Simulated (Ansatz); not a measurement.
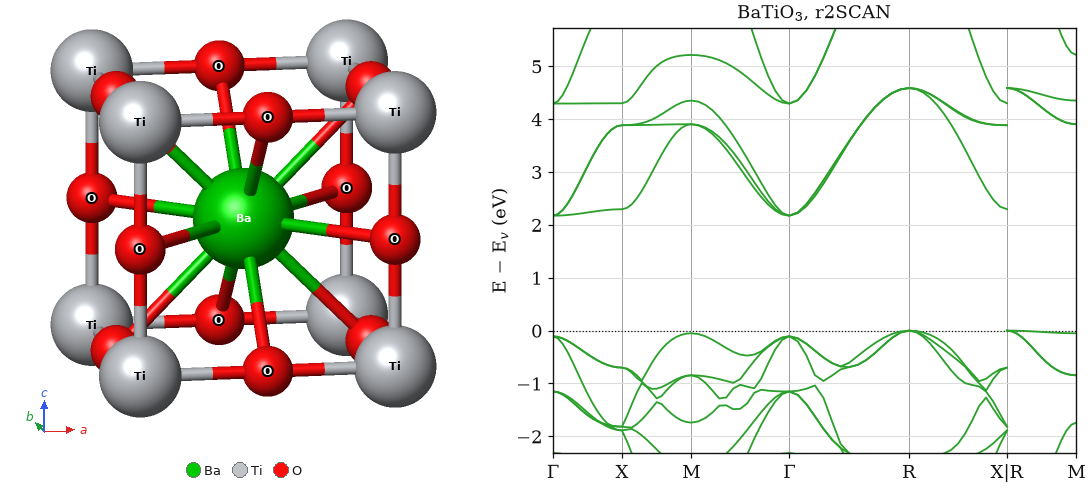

Band structure, beside the structure. Energies are counted from the top of the valence band.

The Ansatz input:

```
crystal:
  lattice:
    - [3.9940341987, 0.0, 0.0]
    - [0.0, 3.9940341987, 0.0]
    - [0.0, 0.0, 3.9940341987]
  atoms:
    - { symbol: Ba, position: [0.5, 0.5, 0.5] }
    - { symbol: Ti, position: [0.0, 0.0, 0.0] }
    - { symbol: O, position: [0.5, 0.0, 0.0] }
    - { symbol: O, position: [0.0, 0.5, 0.0] }
    - { symbol: O, position: [0.0, 0.0, 0.5] }
basis:
  ecutwfc: 500
kpoints:
  mp_grid: { grid: [8, 8, 8] }
  band_path:
    path:
      - [[0.0, 0.0, 0.0], [0.0, 0.5, 0.0], [0.5, 0.5, 0.0], [0.0, 0.0, 0.0], [0.5, 0.5, 0.5], [0.0, 0.5, 0.0]]
      - [[0.5, 0.5, 0.5], [0.5, 0.5, 0.0]]
    npoints: 14
hamiltonian:
  xc: r2scan
scf:
  occupations: { method: gaussian, width: 0.02 }
  n_extra_bands: 12
output:
  forces: true
  stress: true
  eigenvalues: true
  populations: true
  dos: { projected: true, de: 0.02, nscf_kmesh: { grid: [12, 12, 12] } }
  bader: true
  write_density: true
  write_potential: true
  elf: true
  volumetric_format: npy
```

Command:
```bash
ansatz run input.yaml --threads 1 --pin off --max-ram 2560MiB --backend cpu --events-out ev --progress --plain --runs-dir out
```

Question: Metal, semiconductor or insulator, and what is the gap?

Answer: A semiconductor. The gap along this path is 2.17 eV and indirect, from the valence-band top at R to the conduction-band bottom at Γ; the smallest direct gap is 2.28 eV, at Γ.

Question: How many bands meet at the valence-band top?

Answer: Three bands meet at the valence-band top at R: it is triply degenerate (spin aside).

Question: What are the direct gaps at R, X and M?

Answer: The direct gaps are 4.59 eV at R, 3.00 eV at X and 3.95 eV at M.

Question: How much do the top valence band and the lowest conduction band disperse along the path?

Answer: The top valence band spans 1.0 eV and the lowest conduction band 2.4 eV.
